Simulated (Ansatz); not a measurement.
## Geometry relaxation of Si

- system: Si (Fm-3m, 1 atom in the cell)
- method: DFT, RPBE, plane waves (420 eV) with PAW, scalar-relativistic, no spin polarisation (Ansatz 0.2.0)

The structure was built on a prototype by a generator; it need not be a known phase.

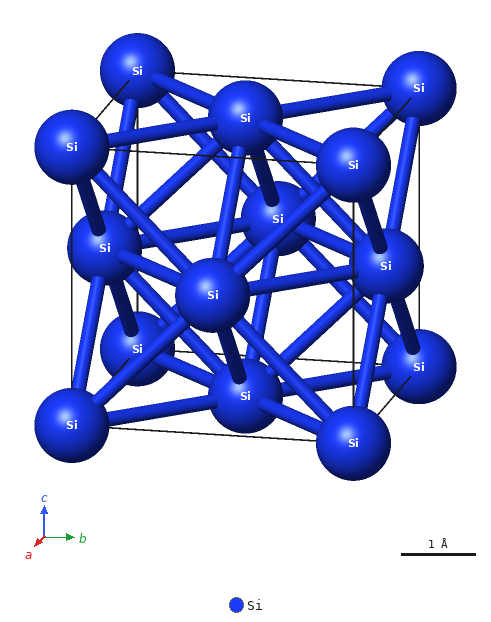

Fig. 1: The structure as given in the input (ball-and-stick view of the cell 4 times as large as that of the calculation, set on its symmetry axes, seen slightly off an axis).

**The input**
```yaml
crystal:
  lattice:
    - [0.0, 1.9581061854, 1.9581061854]
    - [1.9581061854, 0.0, 1.9581061854]
    - [1.9581061854, 1.9581061854, 0.0]
  atoms:
    - { symbol: Si, position: [0.0, 0.0, 0.0] }
hamiltonian:
  xc: rpbe
  pseudopotentials:
    kind: paw
    azcp:
      Si: "pseudopotentials/Si.paw.azcp"
basis:
  ecutwfc: 420
  fft_grid_basis: typed
kpoints:
  mp_grid: { grid: [14, 14, 14], shift: [0, 0, 0] }
magnetization:
  spin_polarized: false
scf:
  occupations: { method: fermi_dirac, width: 0.1 }
relax:
  max_steps: 60
  f_tol: 0.01
  cell: {}
```

Machine: 2 threads of an Arm (aarch64) CPU, shared host.

**Output**
```
Engine: ansatz 0.2.0, aarch64-unknown-linux-gnu
Pseudopotentials: kind: paw
Pseudopotential: Si, paw, valence charge 4, recommended cutoff 420 eV (normal), [file]
Functional definition: RPBE
  parameter kappa = 0.804
  parameter beta = 0.06672455060314922
  exchange = rpbe_x(kappa = kappa, mu = beta*pi^2/3)
  correlation = pbe_c(beta = beta)
Crystal: 1 atoms, lattice volume = 15.015 Å³
Basis set: ecut = 420 eV, 283 PW (Γ), exchange–correlation on 40×40×40 points (8 copies of the dense FFT grid, shifted against one another)
Bands: 6, of which v1, the nominal top of the filled ones, is band 2 counted from 1 (1 counted from 0)
Symmetry: 48 space group operations
Space group: Fm-3m (ITA 225), of the structure as read, at distance tolerance 2.5e-5 Å
k-points: 104 of 2744
Non-local potential: Si, projectors of the file, l = 0: 2, l = 1: 2, l = 2: 2
PAW form: soft (Blöchl's): semilocal exchange-correlation on the pseudo side does not see the compensation charge
PAW frozen core: Si, regenerated for the run's functional, and the local potential with it (the file was generated under x = pbe(κ = 0.804, μ = 0.2195149727645171), c = pbe(β = 0.06672455060314922))
PAW one-centre angular grid: Si, 110 points (default); XC on 64 Gauss nodes
Initial density: superposition of atomic densities (neutral atoms: chi_scale 0, normalization atom), corrected by the library's trained network
Initial wavefunctions: pseudopotential atomic-orbital guess
Functional: x = rpbe, c = pbe(β = 0.06672455060314922)
SCF iter   1: F=—  HF=-638.335639 eV  |F-HF|=—  |Δ(HF+E_count)|=         —  Δρ=3.32e-3  dr2=1.47e-3  ethr=1.77e-3  ⟨swp⟩=4.9  Hψ=5790  notcnv=0
preconditioner: auto → none  [metal: Δε(μ)=0.069 eV  Ē_g=13.380 eV  σ=0.100 eV  W_gap=0.17  n_scr=0 (ndim 8)  ℏωp=19.2 eV  f_vac=0.000  D(μ)=0.45/eV (n_scr^D=0)]
SCF iter   2: F=—  HF=-638.335322 eV  |F-HF|=—  |Δ(HF+E_count)|=   3.17e-4  Δρ=1.53e-3  dr2=2.99e-4  ethr=3.67e-5  ⟨swp⟩=1.1  Hψ=1471  notcnv=0
SCF iter   3: F=—  HF=-638.335263 eV  |F-HF|=—  |Δ(HF+E_count)|=   5.87e-5  Δρ=7.90e-5  dr2=8.74e-7  ethr=7.49e-6  ⟨swp⟩=2.0  Hψ=807  notcnv=0
SCF iter   4: F=—  HF=-638.335269 eV  |F-HF|=—  |Δ(HF+E_count)|=   5.46e-6  Δρ=1.46e-5  dr2=1.97e-8  ethr=2.18e-8  ⟨swp⟩=2.0  Hψ=810  notcnv=0
iter 5 did not close the SCF: its close was put off for the readings that it lacked (scf_convergence_deferred on its scf_iter line)
SCF iter   5: F=-638.335269 eV  HF=-638.335269 eV  |F-HF|=1.03e-10  |Δ(HF+E_count)|=   3.66e-9  Δρ=2.67e-6  dr2=8.00e-10  ethr=4.94e-10  ⟨swp⟩=1.5  Hψ=679  notcnv=0
SCF iter   6: F=-638.335269 eV  HF=-638.335269 eV  |F-HF|=6.82e-13  |Δ(HF+E_count)|=  2.24e-11  Δρ=2.17e-7  dr2=5.26e-12  ethr=2.00e-11  ⟨swp⟩=1.0  Hψ=1725  notcnv=0
SCF 1 converged in 6 iterations: F = -638.335269 eV  dr2 = 5.26e-12
  greatest PAW one-centre occupation: 0.678 electrons in one spin orbital (limit 2), on the Si atom at site 0 (counted from 0), in its partial waves of l = 0
relax step   1: F+E_penalty+E_count = -638.33526877 eV  Δ(F+E_penalty+E_count) = +0.000e0 eV  max|allowed force component| = 0.000e0 eV/Å  Δτ_max = 0.0000 Å  P = -2.006 GPa  Ω = 15.015 Å³  (6 SCF iters, dr2 threshold 1.00e-7 eV, accepted)
Crystal: 1 atoms, lattice volume = 14.727 Å³
Initial density: handed on by an earlier stage of this run
Initial wavefunctions: those handed on with the density
iter 1 solved again at ethr=1.18e-6 eV; its pass at ethr=3.10e-3 eV (dr2=4.74e-5 eV) is discarded
SCF iter   1: F=—  HF=-638.337667 eV  |F-HF|=—  |Δ(HF+E_count)|=         —  Δρ=5.91e-4  dr2=4.78e-5  ethr=1.18e-6  ⟨swp⟩=1.7  Hψ=6030  notcnv=0
preconditioner: auto → none  [metal: Δε(μ)=0.034 eV  Ē_g=13.541 eV  σ=0.100 eV  W_gap=0.09  n_scr=0 (ndim 8)  ℏωp=19.4 eV  f_vac=0.000  D(μ)=0.44/eV (n_scr^D=0)]
SCF iter   2: F=—  HF=-638.337652 eV  |F-HF|=—  |Δ(HF+E_count)|=   1.49e-5  Δρ=2.69e-4  dr2=9.58e-6  ethr=1.18e-6  ⟨swp⟩=1.0  Hψ=624  notcnv=0
SCF iter   3: F=-638.337647 eV  HF=-638.337647 eV  |F-HF|=5.53e-9  |Δ(HF+E_count)|=   4.60e-6  Δρ=1.08e-5  dr2=8.13e-9  ethr=2.50e-9  ⟨swp⟩=3.1  Hψ=2160  notcnv=0
SCF 2 converged in 3 iterations: F = -638.337647 eV  dr2 = 8.13e-9
  greatest PAW one-centre occupation: 0.676 electrons in one spin orbital (limit 2), on the Si atom at site 0 (counted from 0), in its partial waves of l = 0
relax step   2: F+E_penalty+E_count = -638.33764729 eV  Δ(F+E_penalty+E_count) = -2.379e-3 eV  max|allowed force component| = 0.000e0 eV/Å  Δτ_max = 0.0000 Å  P = -0.552 GPa  Ω = 14.727 Å³  energy of the carried Pulay correction = +5.318e-5 eV  (3 SCF iters, dr2 threshold 1.00e-7 eV, accepted)
Crystal: 1 atoms, lattice volume = 14.620 Å³
iter 1 solved again at ethr=1.75e-7 eV; its pass at ethr=3.10e-3 eV (dr2=7.02e-6 eV) is discarded
SCF iter   1: F=—  HF=-638.337843 eV  |F-HF|=—  |Δ(HF+E_count)|=         —  Δρ=2.31e-4  dr2=7.10e-6  ethr=1.75e-7  ⟨swp⟩=1.6  Hψ=5925  notcnv=0
preconditioner: auto → none  [metal: Δε(μ)=0.021 eV  Ē_g=13.602 eV  σ=0.100 eV  W_gap=0.05  n_scr=0 (ndim 8)  ℏωp=19.4 eV  f_vac=0.000  D(μ)=0.44/eV (n_scr^D=0)]
SCF iter   2: F=—  HF=-638.337844 eV  |F-HF|=—  |Δ(HF+E_count)|=   1.50e-6  Δρ=1.06e-4  dr2=1.45e-6  ethr=1.75e-7  ⟨swp⟩=1.0  Hψ=624  notcnv=0
SCF iter   3: F=-638.337844 eV  HF=-638.337844 eV  |F-HF|=1.07e-9  |Δ(HF+E_count)|=   6.63e-7  Δρ=4.43e-6  dr2=1.24e-9  ethr=2.50e-9  ⟨swp⟩=3.0  Hψ=2127  notcnv=0
SCF 3 converged in 3 iterations: F = -638.337844 eV  dr2 = 1.24e-9
  greatest PAW one-centre occupation: 0.675 electrons in one spin orbital (limit 2), on the Si atom at site 0 (counted from 0), in its partial waves of l = 0
relax step   3: F+E_penalty+E_count = -638.33784350 eV  Δ(F+E_penalty+E_count) = -1.962e-4 eV  max|allowed force component| = 0.000e0 eV/Å  Δτ_max = 0.0000 Å  P = +0.026 GPa  Ω = 14.620 Å³  energy of the carried Pulay correction = +7.310e-5 eV  (3 SCF iters, dr2 threshold 1.00e-7 eV, accepted)
Initial wavefunctions: pseudopotential atomic-orbital guess (no wavefunctions were taken with the density)
iter 1 solved again at ethr=4.11e-8 eV; its pass at ethr=3.10e-3 eV (dr2=1.64e-6 eV) is discarded
SCF iter   1: F=—  HF=-638.337777 eV  |F-HF|=—  |Δ(HF+E_count)|=         —  Δρ=1.53e-5  dr2=3.61e-9  ethr=4.11e-8  ⟨swp⟩=3.1  Hψ=7738  notcnv=0
SCF iter   2: F=—  HF=-638.337781 eV  |F-HF|=—  |Δ(HF+E_count)|=   3.82e-6  Δρ=7.84e-6  dr2=9.68e-10  ethr=9.02e-11  ⟨swp⟩=2.3  Hψ=828  notcnv=0
SCF iter   3: F=-638.337781 eV  HF=-638.337781 eV  |F-HF|=6.82e-13  |Δ(HF+E_count)|=   9.56e-9  Δρ=2.33e-7  dr2=5.20e-12  ethr=1.00e-12  ⟨swp⟩=3.9  Hψ=2332  notcnv=0
SCF 4 converged in 3 iterations: F = -638.337781 eV  dr2 = 5.20e-12
relax step   4: F+E_penalty+E_count = -638.33778062 eV  Δ(F+E_penalty+E_count) = +6.288e-5 eV  max|allowed force component| = 0.000e0 eV/Å  Δτ_max = 0.0000 Å  P = +0.016 GPa  Ω = 14.620 Å³  stress off target by 1.63e-2 GPa  SCF on the basis re-selected at this cell (its energy is not comparable with the rows above)  (3 SCF iters)
```

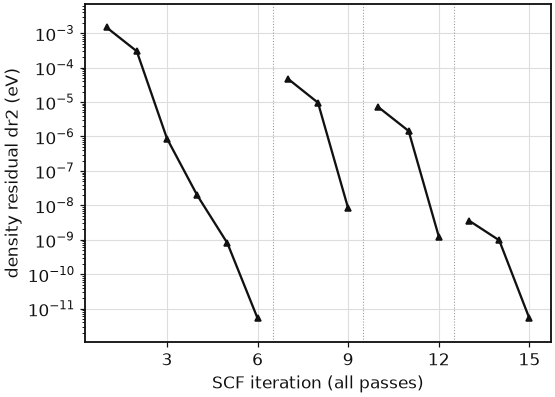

Fig. 2: Convergence of the self-consistent field: density residual dr2 against the SCF iteration. The dotted lines part the SCF passes of the relaxation: geometry steps, rejected trials and re-solves on a re-selected basis. The passes take 6, 3, 3 and 3 iterations.

```
basis re-selected at this cell: Δ(F+E_penalty+E_count) = +6.288e-5 eV, ΔP = -0.010 GPa vs the last step (what re-selecting the basis moved, of the pressure what is left beyond the Pulay correction that the steps carried, after the strain that the cell walked since its last selection, with what the two solves' SCF thresholds leave and, on support functions, any second-order correction that the steps lacked; it is no measure of the basis error at this ecutwfc). This SCF's stress stands 1.63e-2 GPa from its target on what of the cell is left free (relax.cell.stress_tol is 5.00e-2 GPa) and its largest allowed force component is 0.00e0 eV/Å (relax.f_tol is 1.00e-2 eV/Å): within both
SCF converged after 3 iterations
Free energy (F): -638.337781 eV
Harris-Foulkes:  -638.337781 eV  (|F-HF|=6.82e-13)
Internal energy: -638.323065 eV  (E = F + TS)
E sigma→0 (E₀):  -638.330423 eV
Entropy (-TS):   -0.014716 eV (-14.716 meV/atom)
Fermi energy:    10.696471 eV
--- Per-component energies (eV) ---
  E_band       = 20.043901
  E_kinetic    = 40.680419
  E_local      = 2.980764  (includes V_loc(G=0)·N_el)
  E_nonlocal   = 24.680694
  E_hartree    = 0.414663
  E_xc         = -55.979059
  E_vxc        = -47.582175  (∫ρ·V_xc dr)
  E_paw        = -515.006923  (= ΣΔE_a)
  E_vpaw       = -1.545134  (= ΣTr[D̂ρ^β])
  E_aug_tail   = 0.000008  (compensation charges beyond the density's cutoff)
  E_ewald      = -136.069647
  E_core_change = -0.023983  (= ΣΔE_core)
  E_smearing   = -0.014716  (= −TS)
  E_closure    = 0.000000  (closes the sum)
  Σ components = -638.337781   (vs F -638.337781, Δ=0.00e0)
--- Forces (eV/Å), atoms counted from 1 ---
  atom   1  Si     0.00000000     0.00000000    -0.00000000
  max |Σ_I F_I| component: 1.64e-32 eV/Å
--- Stress (GPa, compression-positive) ---
        0.016330      -0.000000       0.000000
       -0.000000       0.016330       0.000000
        0.000000       0.000000       0.016330
  P = ⅓ Tr σ = 0.0163 GPa (0.163 kbar)
--- Relaxed structure (3 steps of the walk, 3 accepted, 1 SCFs on fresh bases) ---
  F+E_penalty+E_count = -638.33778062 eV   max|allowed force component| = 0.000e0 eV/Å   (the final SCF, on the basis selected at the relaxed cell)
  cell:  # Å, volume = 14.6204 Å³
    - [-1.6448497843691074e-33, 1.9407822317958485, 1.9407822317958485]
    - [1.9407822317958485, -9.490130411268036e-33, 1.9407822317958485]
    - [1.9407822317958485, 1.9407822317958485, -6.625575946524547e-33]
  atoms:
    - { symbol: Si, position: [0.0, 0.0, 0.0] }
```

**Trajectory as extended XYZ (Å, eV, eV/Å), 4 frames, from step=1 to step=4**
```
1
Lattice="0.0000 1.9581 1.9581 1.9581 0.0000 1.9581 1.9581 1.9581 0.0000" Properties=species:S:1:pos:R:3:forces:R:3 step=1 energy=-638.33527 pressure_GPa=-2.01
Si    0.0000    0.0000    0.0000    0.0000   0.0000   0.0000
1
Lattice="0.0000 1.9455 1.9455 1.9455 0.0000 1.9455 1.9455 1.9455 0.0000" Properties=species:S:1:pos:R:3:forces:R:3 step=2 energy=-638.33765 pressure_GPa=-0.55
Si    0.0000    0.0000    0.0000    0.0000   0.0000   0.0000
1
Lattice="0.0000 1.9408 1.9408 1.9408 0.0000 1.9408 1.9408 1.9408 0.0000" Properties=species:S:1:pos:R:3:forces:R:3 step=3 energy=-638.33784 pressure_GPa=0.03
Si    0.0000    0.0000    0.0000    0.0000   0.0000   0.0000
1
Lattice="0.0000 1.9408 1.9408 1.9408 0.0000 1.9408 1.9408 1.9408 0.0000" Properties=species:S:1:pos:R:3:forces:R:3 step=4 energy=-638.33778 pressure_GPa=0.02
Si    0.0000    0.0000    0.0000    0.0000   0.0000   0.0000
```

**Key numbers**

| quantity | value |
| --- | --- |
| outcome | converged |
| space group (tolerance 0.01 Å) | Fm-3m (225) |
| electrons treated | 4 |
| free energy | −638.3378 eV |
| Fermi energy | 10.696 eV |
| pressure | 0.02 GPa |
| final volume | 14.62 Å³ |
| largest force (length of the vector) at the end | under 0.001 eV/Å |
| final cell | a = 2.745 Å, b = 2.745 Å, c = 2.745 Å, α = 60.00°, β = 60.00°, γ = 60.00° |
| wall time | 1.8 s (CPU time 2.6 s) |
| peak memory | 0.26 GiB |
